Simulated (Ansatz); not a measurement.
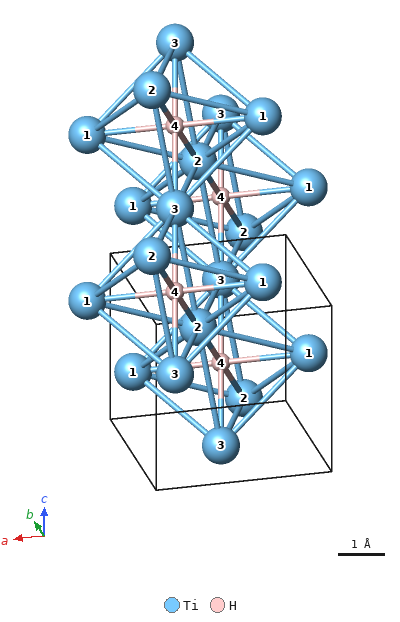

Fig. 1: The input geometry (ball-and-stick view of the cell of the calculation, repeated 1 × 2 × 2, seen at an oblique angle; atoms are numbered from 1 in the order of the input). An atom can appear more than once, as a periodic image. Near neighbours in the periodic cell (some may lie outside the picture): Ti has 2 H at 1.99 Å and 8 Ti at 2.81 Å; H has 6 Ti at 1.99 Å.

Ti3H: band-structure calculation

- system: Ti3H (4 atoms in the cell)
- method: DFT PBE, scalar-relativistic, plane waves, PAW, no spin polarisation (Ansatz 0.2.0)

The structure was made by a generator, so it may or may not be a known phase. Figures and captions count atoms from 1; the log counts them from 0 in places.

Output
```
scf.n_extra_bands = 10 over 19 filled bands (N_el = 37.0): the run solves 29 bands
Engine: ansatz 0.2.0, x86_64-unknown-linux-gnu
Pseudopotentials: kind: paw
Pseudopotential: Ti, paw, valence charge 12, recommended cutoff 420 eV (normal), Ti.paw.azcp
Pseudopotential: H, paw, valence charge 1, recommended cutoff 420 eV (normal), H.paw.azcp
Functional definition: PBE
  parameter kappa = 0.804
  parameter beta = 0.06672455060314922
  exchange = pbe_x(kappa = kappa, mu = beta*pi^2/3)
  correlation = pbe_c(beta = beta)
Crystal: 4 atoms, lattice volume = 62.819 Å³
Basis set: ecut = 420 eV, 1237 PW (Γ), exchange–correlation on 54×54×54 points (8 copies of the dense FFT grid, shifted against one another)
Bands: 29, of which v1, the nominal top of the filled ones, is band 19 counted from 1 (18 counted from 0)
Symmetry: 48 space group operations
Space group: Pm-3m (ITA 221), of the structure as read, at distance tolerance 4.0e-5 Å
k-points: 84 of 1728
Non-local potential: Ti, projectors of the file, l = 0: 3, l = 1: 2, l = 2: 3, l = 3: 1
Non-local potential: H, projectors of the file, l = 0: 2, l = 1: 1
PAW form: soft (Blöchl's): semilocal exchange-correlation on the pseudo side does not see the compensation charge
PAW one-centre angular grid: Ti, 590 points (default); XC on 64 Gauss nodes
PAW one-centre angular grid: H, 110 points (default); XC on 64 Gauss nodes
Initial density: superposition of atomic densities (neutral atoms: chi_scale 0, normalization atom), corrected by the library's trained network
Initial wavefunctions: pseudopotential atomic-orbital guess
Functional: x = pbe(κ = 0.804, μ = 0.2195149727645171), c = pbe(β = 0.06672455060314922)
SCF iter   1: F=—  HF=-7513.202567 eV  |F-HF|=—  |Δ(HF+E_count)|=         —  Δρ=5.25e-3  dr2=2.79e-2  ethr=1.77e-3  ⟨swp⟩=4.3  Hψ=8961  notcnv=0
preconditioner: auto → Kerker (q_TF=auto, 2.498 Å⁻¹)  [metal: Δε(μ)=0.012 eV  Ē_g=4.048 eV  σ=0.100 eV  W_gap=0.07  n_scr=18 (ndim 8)  ℏωp=16.9 eV  f_vac=0.000  D(μ)=5.32/eV (n_scr^D=80)]
SCF iter   2: F=—  HF=-7513.197978 eV  |F-HF|=—  |Δ(HF+E_count)|=   4.59e-3  Δρ=3.02e-3  dr2=1.04e-2  ethr=7.54e-5  ⟨swp⟩=1.6  Hψ=3243  notcnv=0
SCF iter   3: F=—  HF=-7513.195692 eV  |F-HF|=—  |Δ(HF+E_count)|=   2.29e-3  Δρ=5.16e-4  dr2=3.28e-4  ethr=2.80e-5  ⟨swp⟩=2.0  Hψ=2765  notcnv=0
SCF iter   4: F=—  HF=-7513.195620 eV  |F-HF|=—  |Δ(HF+E_count)|=   7.15e-5  Δρ=1.66e-4  dr2=2.55e-5  ethr=8.86e-7  ⟨swp⟩=2.0  Hψ=2758  notcnv=0
SCF iter   5: F=—  HF=-7513.195611 eV  |F-HF|=—  |Δ(HF+E_count)|=   8.97e-6  Δρ=4.65e-5  dr2=2.43e-6  ethr=6.88e-8  ⟨swp⟩=2.1  Hψ=2839  notcnv=0
SCF iter   6: F=-7513.195612 eV  HF=-7513.195612 eV  |F-HF|=1.87e-8  |Δ(HF+E_count)|=   2.13e-8  Δρ=1.10e-5  dr2=7.10e-8  ethr=2.70e-10  ⟨swp⟩=9.7  Hψ=13968  notcnv=0
SCF 1 converged in 6 iterations: F = -7513.195612 eV  dr2 = 7.10e-8
  greatest PAW one-centre occupation: 0.999 electrons in one spin orbital (limit 2), on the Ti atom at site 0 (counted from 0), in its partial waves of l = 0
NSCF: frozen V_eff on 86 k-points
NSCF: frozen V_eff on 120 k-points
SCF converged after 6 iterations
Free energy (F): -7513.195612 eV
Harris-Foulkes:  -7513.195612 eV  (|F-HF|=1.87e-8)
Internal energy: -7513.169485 eV  (E = F + TS)
E sigma→0 (E₀):  -7513.182548 eV
Entropy (-TS):   -0.026126 eV (-6.532 meV/atom)
Fermi energy:    10.809198 eV
--- Per-component energies (eV) ---
  E_band       = -560.366335
  E_kinetic    = 834.519073
  E_local      = -3032.994319  (includes V_loc(G=0)·N_el)
  E_nonlocal   = 29.933398
  E_hartree    = 1251.049604
  E_xc         = -300.772664
  E_vxc        = -376.674041  (∫ρ·V_xc dr)
  E_paw        = -3145.725692  (= ΣΔE_a)
  E_vpaw       = -517.250413  (= ΣTr[D̂ρ^β])
  E_aug_tail   = -0.000788  (compensation charges beyond the density's cutoff)
  E_ewald      = -3149.178096
  E_smearing   = -0.026126  (= −TS)
  E_closure    = -0.000000  (closes the sum)
  Σ components = -7513.195612   (vs F -7513.195612, Δ=0.00e0)
--- Forces (eV/Å), atoms counted from 1 ---
  atom   1  Ti     0.00000000     0.00000000     0.00000000
  atom   2  Ti    -0.00000000    -0.00000000    -0.00000000
  atom   3  Ti     0.00000000     0.00000000     0.00000000
  atom   4  H      0.00000000    -0.00000000    -0.00000000
  max |Σ_I F_I| component: 4.08e-29 eV/Å
--- Stress (GPa, compression-positive) ---
        0.034492       0.000000       0.000000
        0.000000       0.034492       0.000000
        0.000000       0.000000       0.034492
  P = ⅓ Tr σ = 0.0345 GPa (0.345 kbar)
--- Band table (eV; the first three rows and the last of 84) ---
  k-point 0: bands = ["-45.9220", "-45.7356", "-45.7356", "-22.4331", "-22.4331", "-22.4331", "-22.0396", "-22.0396", "-22.0396", "-21.8191", "-21.8191", "-21.8191", "2.0167", "6.8099", "9.5181", "9.5181", "9.5181", "9.6005", "9.6005", "12.9258", "12.9258", "12.9258", "13.8190", "13.8190", "14.5034", "14.5034", "14.5034", "14.5607", "14.8839"]
  k-point 1: bands = ["-45.9191", "-45.7384", "-45.7356", "-22.4271", "-22.4271", "-22.4244", "-22.0415", "-22.0415", "-22.0404", "-21.8314", "-21.8235", "-21.8235", "2.0765", "6.8696", "9.5383", "9.5548", "9.5548", "9.5894", "9.6649", "12.8483", "12.8483", "12.8912", "13.7061", "13.8212", "14.0735", "14.0735", "14.2454", "14.5001", "14.8841"]
  k-point 2: bands = ["-45.9109", "-45.7465", "-45.7355", "-22.4099", "-22.4099", "-22.3984", "-22.0476", "-22.0476", "-22.0427", "-21.8670", "-21.8355", "-21.8355", "2.2459", "7.0432", "9.5460", "9.5955", "9.6639", "9.6639", "9.8520", "12.6061", "12.6061", "12.7948", "13.3198", "13.6304", "13.6304", "13.7216", "13.8246", "14.3240", "14.8845"]
  k-point 83: bands = ["-45.7958", "-45.7958", "-45.7958", "-22.7222", "-22.3665", "-22.3665", "-22.3665", "-21.8395", "-21.8395", "-21.8395", "-21.8327", "-21.8327", "5.4827", "8.5214", "8.5214", "8.5214", "8.7359", "11.4437", "11.4437", "11.4437", "12.5925", "12.5925", "12.5925", "12.6901", "12.6901", "12.6901", "13.4565", "13.4565", "14.5648"]
--- Löwdin populations: 4 sites ---
  site symbol       q [e]
     0     Ti     11.8498
     1     Ti     11.8498
     2     Ti     11.8498
     3      H      1.1956
  spilling = 0.006893 (of n_electrons = 37.000000)
--- Bader charges: 4 sites ---
  site symbol  charge [e]  shift [e]
     0     Ti      0.3002     0.0001
     1     Ti      0.3002     0.0001
     2     Ti      0.3002     0.0001
     3      H     -0.9006     0.0004
  estimated error of the sums over rays = 1.9e-4 e
```

File bader_charges.tsv
```
# site	symbol	x_ang	y_ang	z_ang	partial_charge_e	electrons	volume_ang3	relative_density_drop	shared_charge_e	partial_wave_shift_e
# quadrature_error_electrons = 1.9e-4
0	Ti	0.0000	1.9876	1.9876	0.30019	21.69981	19.04	-	0.30019	0.00014
1	Ti	1.9876	0.0000	1.9876	0.30019	21.69981	19.04	-	0.30019	0.00014
2	Ti	1.9876	1.9876	0.0000	0.30019	21.69981	19.04	-	0.30019	0.00014
3	H	1.9876	1.9876	1.9876	-0.90058	1.90058	5.71	-	-0.90058	0.00041
```

File populations.tsv
```
# site	symbol	l	j	q
# orbitals = lowdin
# n_electrons = 37.000000
# spilling = 0.006893
0	Ti	0_3S	-	1.928323
0	Ti	0_4S	-	0.870154
0	Ti	1_3P	-	5.986256
0	Ti	2_3D	-	3.065049
1	Ti	0_3S	-	1.928323
1	Ti	0_4S	-	0.870154
1	Ti	1_3P	-	5.986256
1	Ti	2_3D	-	3.065049
2	Ti	0_3S	-	1.928323
2	Ti	0_4S	-	0.870154
2	Ti	1_3P	-	5.986256
2	Ti	2_3D	-	3.065049
3	H	0_1S	-	1.195605
```

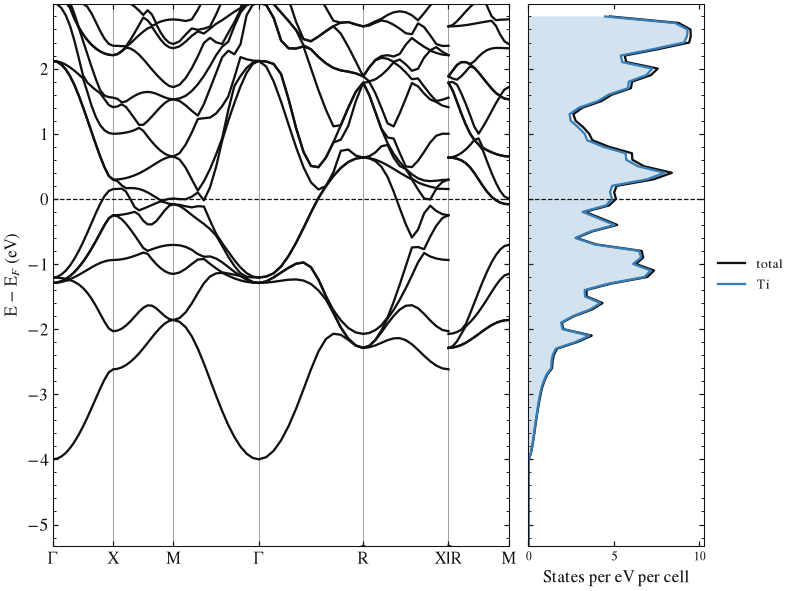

Fig. 2: Band structure along Γ–X–M–Γ–R–X|R–M and density of states (projected on Löwdin-orthogonalised atomic shells), with energies from the Fermi level. Bands cross the Fermi level: a metal at this level of theory.

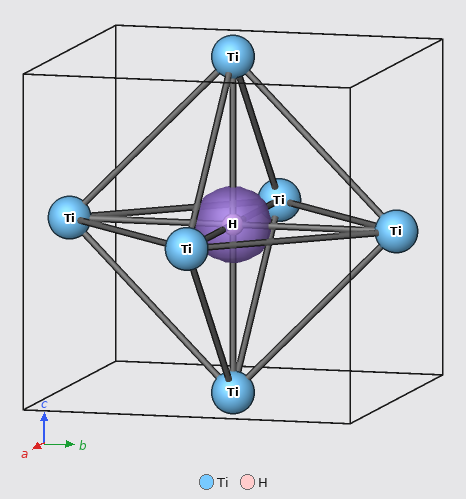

Fig. 3: Isosurface of the electron localisation function at 0.9 (purple), seen slightly off an axis. Core shells and regions of very low density are left out. Sticks mark near contacts. The outline is the cell set on symmetry axes. Values along the shortest contacts: Ti–H (1.99 Å): the ELF climbs to about 1 towards the hydrogen, as it does in any bond to H. Ti–Ti (2.81 Å): the ELF is about 0.30 at the midpoint; no shared electron pair. Core electrons are frozen (PAW), so the fields are smoothed inside the atomic spheres.

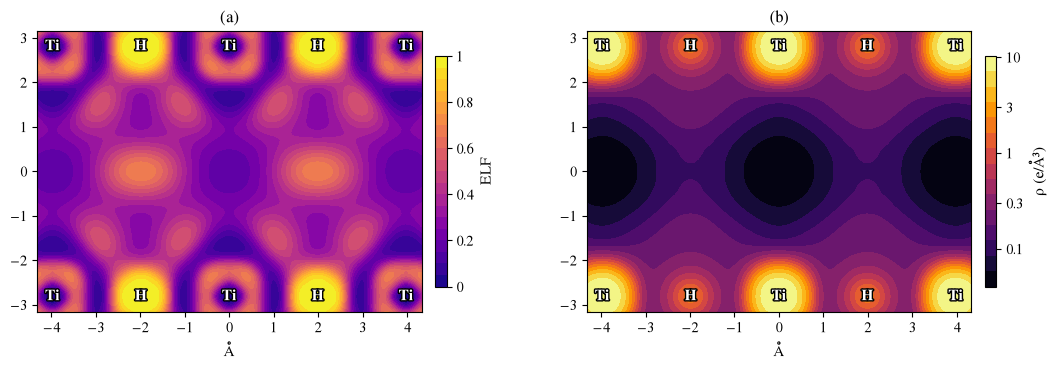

Fig. 4: (a) ELF; (b) valence electron density on the (011) plane of the conventional cell. The section cuts through Ti and H sites. Ti–H (1.99 Å): ρ is about 0.37 e/Å³ halfway, with its minimum of 0.31 e/Å³ about 1.1 Å from Ti; the ELF climbs to about 1 towards the hydrogen. Away from the nuclei the density in this plane falls to 0.04 e/Å³ at its lowest.  The strong features right at Ti lie inside the PAW spheres (semicore, d or f shells) and say nothing about bonding.

This output came from the following input.

Input file
```yaml
crystal:
  lattice:
    - [3.9752377532, 0.0, 0.0]
    - [0.0, 3.9752377532, 0.0]
    - [0.0, 0.0, 3.9752377532]
  atoms:
    - { symbol: Ti, position: [0.0, 0.5, 0.5] }
    - { symbol: Ti, position: [0.5, 0.0, 0.5] }
    - { symbol: Ti, position: [0.5, 0.5, 0.0] }
    - { symbol: H, position: [0.5, 0.5, 0.5] }
basis:
  ecutwfc: 420
kpoints:
  mp_grid: { grid: [12, 12, 12] }
  band_path:
    path:
      - [[0.0, 0.0, 0.0], [0.0, 0.5, 0.0], [0.5, 0.5, 0.0], [0.0, 0.0, 0.0], [0.5, 0.5, 0.5], [0.0, 0.5, 0.0]]
      - [[0.5, 0.5, 0.5], [0.5, 0.5, 0.0]]
    npoints: 14
hamiltonian:
  xc: pbe
scf:
  occupations: { method: gaussian, width: 0.1 }
  n_extra_bands: 10
output:
  forces: true
  stress: true
  eigenvalues: true
  populations: true
  dos: { projected: true, de: 0.02, nscf_kmesh: { grid: [15, 15, 15] } }
  bader: true
  write_density: true
  write_potential: true
  elf: true
  volumetric_format: npy
```

Launch command:
```bash
ansatz run input.yaml --threads 1 --pin off --max-ram 2560MiB --backend cpu --events-out ev --progress --plain --runs-dir out
```

Summary

| quantity | value |
| --- | --- |
| outcome | converged |
| space group (tolerance 0.01 Å) | Pm-3m (221) |
| electrons treated | 37 |
| free energy | −7513.1956 eV |
| Fermi energy | 10.809 eV |
| gap on the k-point mesh | none (metallic) |
| pressure | 0.03 GPa |
| largest force (length of the vector) | under 0.001 eV/Å |
| hardware | 1 thread of Intel Xeon @ 2.50GHz (Skylake/Cascade Lake), 189 GiB of memory available, shared host |
| wall time | 93 s |
| peak memory | 0.43 GiB |
